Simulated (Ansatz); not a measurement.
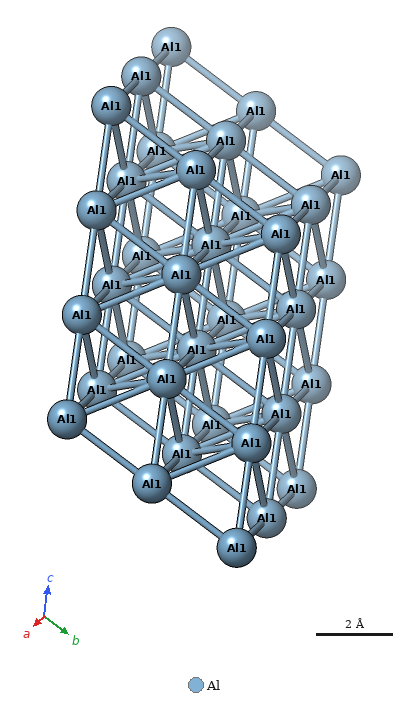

Figure 1. The structure as given in the input (ball-and-stick view of the reduced cell, repeated 2 × 2 × 3, seen slightly off an axis; atoms are numbered from 1 in the order of the input). Near neighbours in the crystal (not all of them lie inside the picture): Al has 12 Al at 2.83 to 2.89 Å.

# Two runs on Al

System: Al (Fmmm, 1 atom in the cell).
Method of the first run: DFT r2SCAN, scalar-relativistic, plane waves, PAW, no spin polarisation (Ansatz 0.2.0).

The structure derives from an entry of the Crystallography Open Database. Text and figures count atoms from 1; the logs count them from 0 in places.

## The input, the first run
```yaml
crystal:
  lattice:
    - [0.0, 2.0644596, 2.02398]
    - [1.9835004, 0.0, 2.02398]
    - [1.9835004, 2.0644596, 0.0]
  atoms:
    - { symbol: Al, position: [0.0, 0.0, 0.0] }
basis:
  ecutwfc: 500
kpoints:
  mp_grid: { grid: [20, 20, 20] }
hamiltonian:
  xc: r2scan
scf:
  occupations: { method: gaussian, width: 0.15 }
output:
  forces: true
  stress: true
  eigenvalues: true
```

Launched with:
```bash
ansatz run input.yaml --threads 1 --pin off --max-ram 2560MiB --backend cpu --events-out ev --progress --plain --runs-dir out
```

Hardware: 1 thread of AMD EPYC (Zen 3), 32 GiB of memory available, shared host.

## Output, shortened to warnings, some set-up lines, iterations and results (the first run)
```
Basis set: ecut = 500 eV, 411 PW (Γ), exchange–correlation on 96×96×96 points (64 copies of the dense FFT grid, shifted against one another)
Symmetry: 8 space group operations
k-points: 1166 of 8000
Initial density: superposition of atomic densities (neutral atoms: chi_scale 0, normalization atom), corrected by the library's trained network
[...]
SCF iter   1: F=—  HF=-540.395735 eV  |F-HF|=—  |Δ(HF+E_count)|=         —  Δρ=3.50e-3  dr2=2.33e-3  dr2_τ=4.18e-3  ethr=1.77e-3  ⟨swp⟩=4.7  Hψ=60141  notcnv=0
SCF iter   2: F=—  HF=-540.403556 eV  |F-HF|=—  |Δ(HF+E_count)|=   7.82e-3  Δρ=2.35e-3  dr2=1.03e-3  dr2_τ=2.61e-6  ethr=7.77e-5  ⟨swp⟩=2.1  Hψ=18915  notcnv=0  defer=219
SCF iter   3: F=—  HF=-540.403495 eV  |F-HF|=—  |Δ(HF+E_count)|=   6.12e-5  Δρ=1.03e-3  dr2=1.87e-4  dr2_τ=5.44e-7  ethr=3.45e-5  ⟨swp⟩=1.0  Hψ=6499  notcnv=0  defer=219
SCF iter   4: F=—  HF=-540.403486 eV  |F-HF|=—  |Δ(HF+E_count)|=   8.98e-6  Δρ=3.26e-4  dr2=1.81e-5  dr2_τ=2.39e-8  ethr=6.24e-6  ⟨swp⟩=1.0  Hψ=6499  notcnv=0  defer=219
SCF iter   5: F=—  HF=-540.403486 eV  |F-HF|=—  |Δ(HF+E_count)|=   2.15e-7  Δρ=5.96e-5  dr2=5.90e-7  dr2_τ=6.68e-10  ethr=6.03e-7  ⟨swp⟩=1.0  Hψ=6499  notcnv=0  defer=219
SCF iter   6: F=-540.403486 eV  HF=-540.403486 eV  |F-HF|=1.13e-9  |Δ(HF+E_count)|=   4.79e-8  Δρ=7.35e-6  dr2=9.12e-9  dr2_τ=1.26e-11  ethr=3.33e-9  ⟨swp⟩=5.5  Hψ=35123  …
SCF 1 converged in 6 iterations: F = -540.403486 eV  dr2 = 9.12e-9
SCF converged after 6 iterations
Free energy (F): -540.403486 eV
Harris-Foulkes:  -540.403486 eV  (|F-HF|=1.13e-9)
Internal energy: -540.399463 eV  (E = F + TS)
E sigma→0 (E₀):  -540.401475 eV
Entropy (-TS):   -0.004023 eV (-4.023 meV/atom)
Fermi energy:    7.954672 eV
--- Per-component energies (eV) ---
  E_band       = 9.679795
  E_kinetic    = 22.892147
  E_local      = 10.209559  (includes V_loc(G=0)·N_el)
  E_nonlocal   = 9.521248
  E_hartree    = 0.112426
  E_xc         = -36.628256
  E_vxc        = -31.042208  (∫ρ·V_xc dr)
  E_paw        = -473.045098  (= ΣΔE_a)
  E_vpaw       = -3.346777  (= ΣTr[D̂ρ^β])
  E_aug_tail   = -0.000001  (compensation charges beyond the density's cutoff)
  E_vtau       = 1.220980  (kinetic-family band-sum trace: ∫τ·v_τ [+ j·A + Jᵃ·Aᵃ] dr)
  E_ewald      = -73.401380
  E_core_change = -0.060108  (= ΣΔE_core)
  E_smearing   = -0.004023  (= −TS)
  E_closure    = -0.000000  (closes the sum)
  Σ components = -540.403486   (vs F -540.403486, Δ=0.00e0)
--- Forces (eV/Å), atoms counted from 1 ---
  atom   1  Al    -0.00000000     0.00000000     0.00000000
  max |Σ_I F_I| component: 2.31e-33 eV/Å
--- Stress (GPa, compression-positive) ---
       -2.310016      -0.000000       0.000000
       -0.000000      -4.595846       0.000000
        0.000000       0.000000      -3.163648
  P = ⅓ Tr σ = -3.3565 GPa (-33.565 kbar)
```

The input of the second run differs as follows (lines with − go, lines with + come):
```diff
-basis:
-  ecutwfc: 500
-  xc: r2scan
+  xc: lda
```

What does this change do to the results?

The total energies belong to different methods, so their difference says nothing on which is more stable or more accurate. The pressure goes from −3.36 to −3.54 GPa. The functional changes from r2SCAN to LDA. The number of SCF iterations is the same. The plane waves at Γ go from 411 to 331. On the same kind of shared host the second run took about 0.57 times as long.

## Output, shortened to warnings, some set-up lines, iterations and results (the second run)
```
Basis set: ecut = 420 eV, 331 PW (Γ)
Symmetry: 8 space group operations
k-points: 1166 of 8000
Initial density: superposition of atomic densities (neutral atoms: chi_scale 0, normalization atom), corrected by the library's trained network
[...]
SCF iter   1: F=—  HF=-512.869942 eV  |F-HF|=—  |Δ(HF+E_count)|=         —  Δρ=3.27e-3  dr2=1.69e-3  ethr=1.77e-3  ⟨swp⟩=4.8  Hψ=60400  notcnv=0
SCF iter   2: F=—  HF=-512.869373 eV  |F-HF|=—  |Δ(HF+E_count)|=   5.69e-4  Δρ=1.48e-3  dr2=3.33e-4  ethr=5.62e-5  ⟨swp⟩=1.0  Hψ=16324  notcnv=0
SCF iter   3: F=—  HF=-512.869244 eV  |F-HF|=—  |Δ(HF+E_count)|=   1.29e-4  Δρ=4.29e-5  dr2=1.45e-7  ethr=1.11e-5  ⟨swp⟩=1.9  Hψ=7983  notcnv=0
SCF iter   4: F=—  HF=-512.869245 eV  |F-HF|=—  |Δ(HF+E_count)|=   2.52e-7  Δρ=4.60e-6  dr2=2.30e-9  ethr=4.82e-9  ⟨swp⟩=1.2  Hψ=6831  notcnv=0
SCF iter   5: F=-512.869245 eV  HF=-512.869245 eV  |F-HF|=1.14e-13  |Δ(HF+E_count)|=  1.62e-10  Δρ=1.34e-7  dr2=1.41e-12  ethr=7.66e-11  ⟨swp⟩=2.0  Hψ=8268  notcnv=0
SCF iter   6: F=-512.869245 eV  HF=-512.869245 eV  |F-HF|=2.27e-13  |Δ(HF+E_count)|=  2.27e-13  Δρ=1.33e-8  dr2=1.86e-14  ethr=1.00e-12  ⟨swp⟩=2.3  Hψ=22718  notcnv=0
SCF 1 converged in 6 iterations: F = -512.869245 eV  dr2 = 1.86e-14
SCF converged after 6 iterations
Free energy (F): -512.869245 eV
Harris-Foulkes:  -512.869245 eV  (|F-HF|=2.27e-13)
Internal energy: -512.864444 eV  (E = F + TS)
E sigma→0 (E₀):  -512.866844 eV
Entropy (-TS):   -0.004801 eV (-4.801 meV/atom)
Fermi energy:    7.715028 eV
--- Per-component energies (eV) ---
  E_band       = 9.892501
  E_kinetic    = 22.766351
  E_local      = 9.192860  (includes V_loc(G=0)·N_el)
  E_nonlocal   = 10.945685
  E_hartree    = 0.099057
  E_xc         = -39.295762
  E_vxc        = -29.247439  (∫ρ·V_xc dr)
  E_paw        = -443.226968  (= ΣΔE_a)
  E_vpaw       = -3.963066  (= ΣTr[D̂ρ^β])
  E_aug_tail   = -0.000004  (compensation charges beyond the density's cutoff)
  E_ewald      = -73.401380
  E_core_change = 0.055717  (= ΣΔE_core)
  E_smearing   = -0.004801  (= −TS)
  E_closure    = -0.000000  (closes the sum)
  Σ components = -512.869245   (vs F -512.869245, Δ=0.00e0)
--- Forces (eV/Å), atoms counted from 1 ---
  atom   1  Al    -0.00000000     0.00000000    -0.00000000
  max |Σ_I F_I| component: 1.39e-32 eV/Å
--- Stress (GPa, compression-positive) ---
       -2.841592      -0.000000       0.000000
       -0.000000      -4.665844       0.000000
        0.000000       0.000000      -3.115272
  P = ⅓ Tr σ = -3.5409 GPa (-35.409 kbar)
```

## The two runs side by side

```tsv
quantity	the first run	the second run
outcome	converged	converged
free energy per atom (eV)	−540.4035	−512.8692
energy per atom, smearing taken to zero (eV)	−540.4015	−512.8668
gap on the mesh (eV)	0.00	0.00
pressure (GPa)	−3.36	−3.54
largest force (eV/Å)	0.000	0.000
SCF iterations	6	6
irreducible k-points	1166	1166
plane waves at Γ	411	331
wall time (shared host)	22 s	12 s
```
